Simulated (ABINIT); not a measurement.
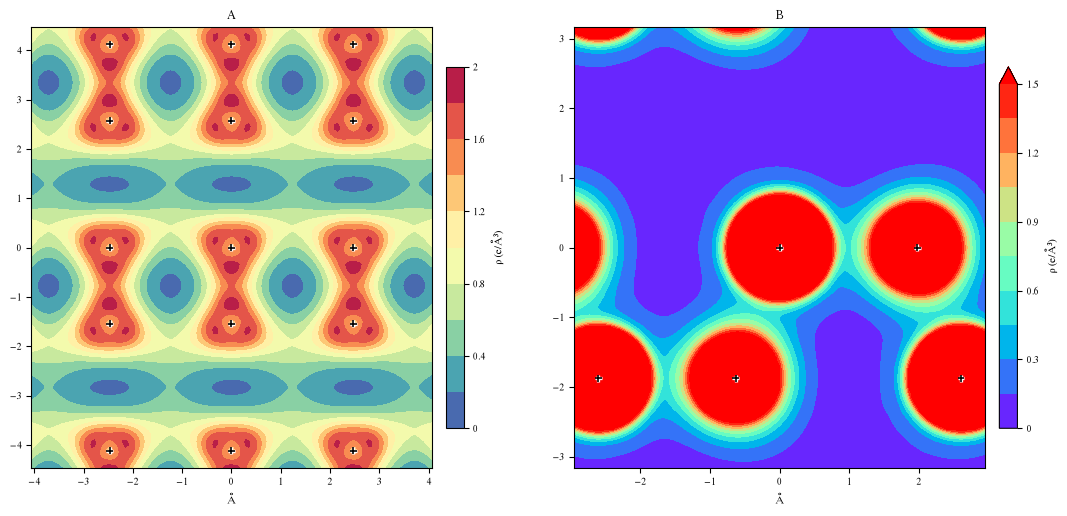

The valence electron density of 2 systems, each on a plane through atoms (crosses mark nuclei in the plane).

Method: Kohn-Sham DFT of a periodic cell, PBE, JTH PAW PBE v2.0 (ABINIT 10.8.3).

System 1: C, the (010) plane of the conventional cell. Space group P6₃/mmc; computed pressure about 21 GPa in this cell.

```cif
data_structure
_symmetry_space_group_name_H-M 'P 1'
_symmetry_Int_Tables_number 1
_cell_length_a 2.4717
_cell_length_b 2.4717
_cell_length_c 4.1186
_cell_angle_alpha 90.000
_cell_angle_beta 90.000
_cell_angle_gamma 120.000
_cell_volume 21.79
loop_
_atom_site_label
_atom_site_type_symbol
_atom_site_fract_x
_atom_site_fract_y
_atom_site_fract_z
_atom_site_occupancy
C1 C 0.66667 0.33333 0.93750 1
C2 C 0.33333 0.66667 0.43750 1
C3 C 0.66667 0.33333 0.56250 1
C4 C 0.33333 0.66667 0.06250 1
```

System 2: ZnO, the (110) plane of the conventional cell. Space group P6₃mc; computed pressure about 4 GPa in this cell.

```
Zn O
1.0
     3.24931    0.00000    0.00000
    -1.62465    2.81398    0.00000
     0.00000    0.00000    5.20571
Zn O
2 2
Cartesian
  1.6247 0.9380 0.0000
  0.0000 1.8760 2.6029
  0.0000 1.8760 4.5759
  1.6247 0.9380 1.9730
```

### Match each panel to its system.

Panel A is system 1, C: the plane holds C. C–C (1.54 Å): the density is about 1.6 e/Å³ at the midpoint. Panel B is system 2, ZnO: the plane holds Zn and O. Zn–O (1.97 Å): the density is about 0.58 e/Å³ at the midpoint.
